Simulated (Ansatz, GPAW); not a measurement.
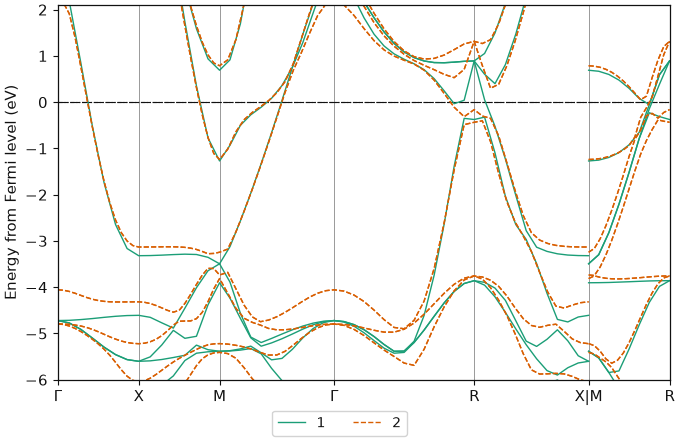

Band structures of CsCl-type AuAl, space group Pm-3m (No. 221), 2 atoms in the cell (cubic a = 3.224 Å), by two methods on the same cell. Each is counted from its own Fermi level.

Q: Which curve is which? The methods: PBEsol (GPAW), PBEsol+SOC (Ansatz).

A: 1 is PBEsol (GPAW); 2 is PBEsol+SOC (Ansatz). PBEsol (GPAW) gives a metal and PBEsol+SOC (Ansatz) gives a metal. Spin-orbit coupling splits levels that are degenerate without it.

Settings. PBEsol (GPAW): PAW data sets generated in the run's folder for this functional, no spin polarisation, no spin-orbit coupling, 8×8×8 k mesh, 600 eV cutoff, Fermi-Dirac smearing of 0.05 eV (GPAW). PBEsol+SOC (Ansatz): Ansatz PAW, spin-orbit coupling, no magnetisation, 8×8×8 k mesh, 420 eV cutoff, Fermi-Dirac smearing of 0.05 eV (Ansatz 0.2.0).

The two runs differ in program as well. The cell is at −6 GPa in PBEsol+SOC (Ansatz) and −5 GPa in PBEsol (GPAW). The cell comes from a database of computed structures, and whether it is the stable form of this composition wasn't checked. PBEsol+SOC (Ansatz): the PAW data sets were made with another functional.
